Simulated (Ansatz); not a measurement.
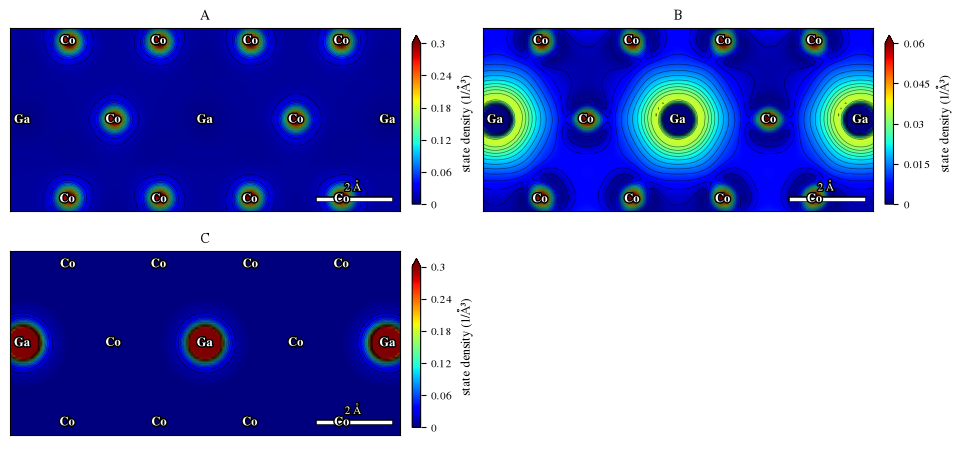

GaCo$_{3}$: densities of the states in three energy windows, on the (001) plane of the conventional cell.

Space group P6_3/mmc; spin-polarised. Net moment 10.2 μB in the 8-atom cell of the calculation; other magnetic orders weren't tried. r2SCAN tends to overestimate the moments of metals. The cell comes from a database of computed structures, not from a measurement.

Level of theory: DFT r2SCAN, scalar-relativistic, plane waves, PAW (Ansatz).

In a PAW calculation such maps are meaningful between the atoms, not at the nuclei.

> The windows, about the Fermi level, are −15.43 to −15.24 eV, −11.9 to −7.9 eV and −7.9 to −4.0 eV. Which panel shows which?

Panel A: −7.9 to −4.0 eV, the middle third of the occupied valence band, mainly Co 3d (70 %), Ga 4p (15 %) and Co 4s (10 %).
Panel B: −11.9 to −7.9 eV, the lower third of the occupied valence band, mainly Ga 4s (45 %), Co 4s (30 %) and Ga 4p (10 %).
Panel C: −15.43 to −15.24 eV, a separate group of bands (semicore or deep states), mainly Ga 3d (over 95 %).
The characters are Löwdin shares on a minimal set of atomic orbitals. At the bottom of an sp band the diffuse p orbitals of such a set take a share of s-like charge between the atoms, so the p share there is overstated.
